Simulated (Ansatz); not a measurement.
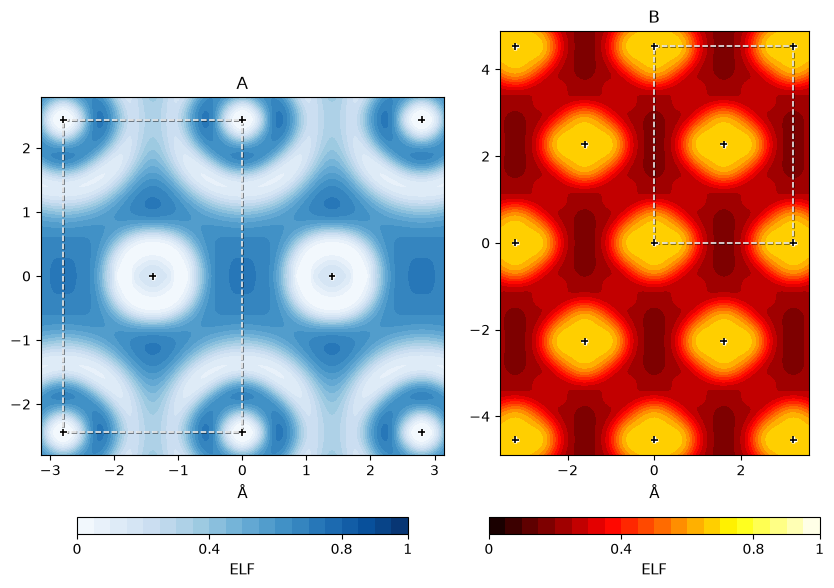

The electron localisation function of 2 systems, each on a plane through atoms (crosses mark nuclei in the plane).

Method: Kohn-Sham DFT of a periodic cell, PBE0, Ansatz PAW (Ansatz).

System 1: Pt, the (011̄) plane of the conventional cell. Space group Im-3m; a structure from a database of computed crystals, not necessarily the ambient phase; computed pressure about −16 GPa in this cell.

System 2: TiAl, the (011̄) plane of the conventional cell. Space group P4/mmm; computed pressure about 3 GPa in this cell.

```xyz
2
Lattice="2.7990 0.0000 0.0000 0.0000 2.7990 0.0000 0.0000 0.0000 4.0042" Properties=species:S:1:pos:R:3 pbc="T T T"
Ti    0.0000    0.0000    0.0000
Al    1.3995    1.3995    2.0021
```

Q: Match each panel to its system.

A: Panel A is system 2, TiAl: the plane holds Ti and Al. Ti–Ti (2.80 Å): the ELF is about 0.35 at the midpoint. Panel B is system 1, Pt: the plane holds Pt. Pt–Pt (2.78 Å): the ELF is about 0.30 at the midpoint (no shared electron pair shows on this line).
